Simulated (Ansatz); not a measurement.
```xyz
4
Lattice="5.5768 0.0000 0.0000 0.0000 5.5768 0.0000 0.0000 0.0000 5.5768" Properties=species:S:1:pos:R:3 pbc="T T T"
Ca    0.0000    0.0000    0.0000
Ca    2.7884    2.7884    0.0000
Ca    2.7884    0.0000    2.7884
Ca    0.0000    2.7884    2.7884
```

Space group Fm-3m; a structure from a database of computed crystals, not necessarily the ambient phase.

Theory: DFT, r2SCAN, PAW with Ansatz's default frozen-core files, scalar-relativistic in Ansatz.

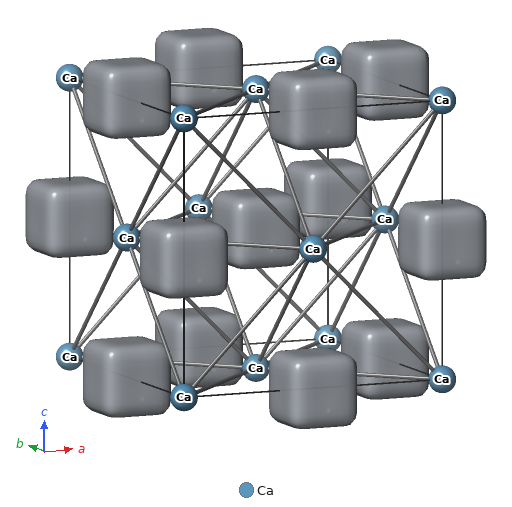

Ca. Isosurface of the electron localisation function at 0.65 (grey), seen slightly off an axis. Core shells and regions of very low density are left out. Sticks mark near contacts.

Where are the electrons localised?

Answer. The ELF exceeds this value in four pockets between the atoms, centred on no nucleus (multi-centre or interstitial), counted in one cell of 4 atoms. Regions shared between cells count once. There are no localised bonds or lone pairs at this value. Along the contacts the grid gives the following. Ca–Ca (3.94 Å): the ELF is about 0.40 at the midpoint; no localised pair shows between them.

Metal or insulator at this level of theory?

Answer. It is metallic or semimetallic at this level of theory: no gap opens.
